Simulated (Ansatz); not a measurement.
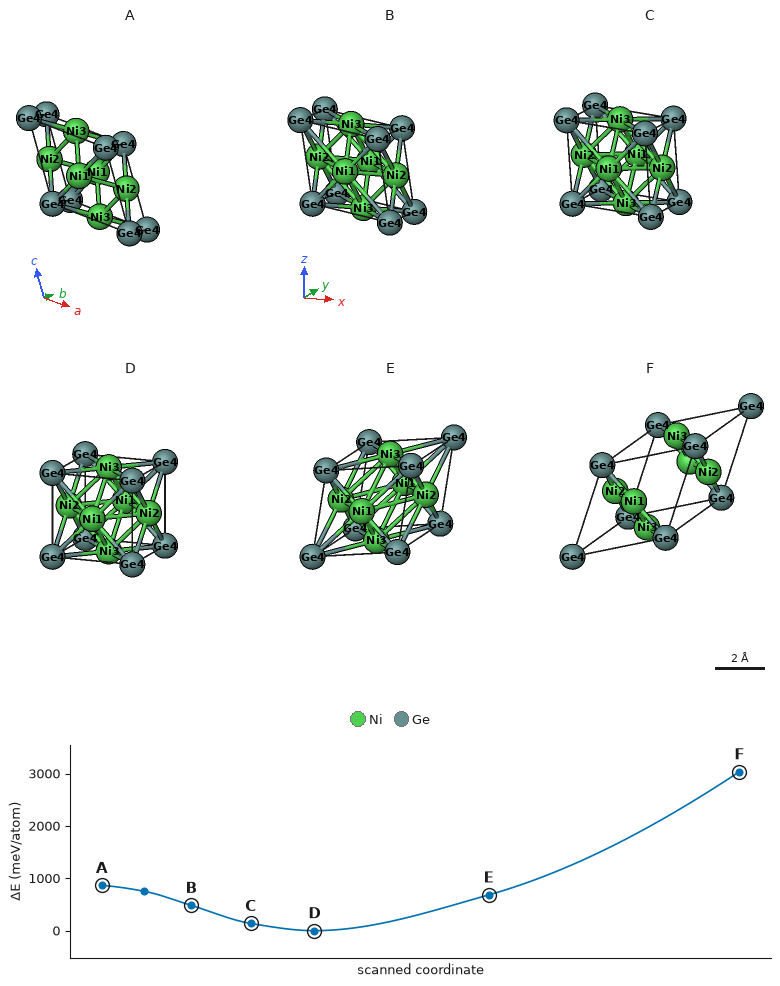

Frames of a one-coordinate scan of crystalline Ni3Ge (Pm-3m). x, y and z are the Cartesian axes of the input. A ball-and-stick model of the cell of the calculation, seen slightly off an axis.

These are results of DFT PBEsol, scalar-relativistic, plane waves, PAW in Ansatz 0.2.0, not measurements. Set-up: plane-wave cutoff 420 eV; k-point mesh 16 × 16 × 16; occupations gaussian; smearing width 0.15 eV; no spin polarisation. Energies (free energies at the smearing named) are counted from the relaxed crystal.

Question: What is being scanned?

Answer: The ratio of the cell's length along [111] to its lengths across, counted as 1 for the reference, is changed at fixed volume (a trigonal path), with the atoms kept at their fractional coordinates. In the frames the relative ratio is 0.50 (A), 0.71 (B), 0.85 (C), 1.00 (D), 1.41 (E), 2.00 (F). The lowest computed point lies at the relative ratio 1.00 (0 meV/atom). The distortion takes the space group from Pm-3m to R-3m, except for Im-3m at 0.50. At the relative ratio 2.00 the cell of the drawing goes a 3.525 → 3.957 Å, b 3.525 → 3.957 Å, c 3.525 → 3.957 Å, α 90.0° → 60.0°, β 90.0° → 60.0°, γ 90.0° → 60.0°.
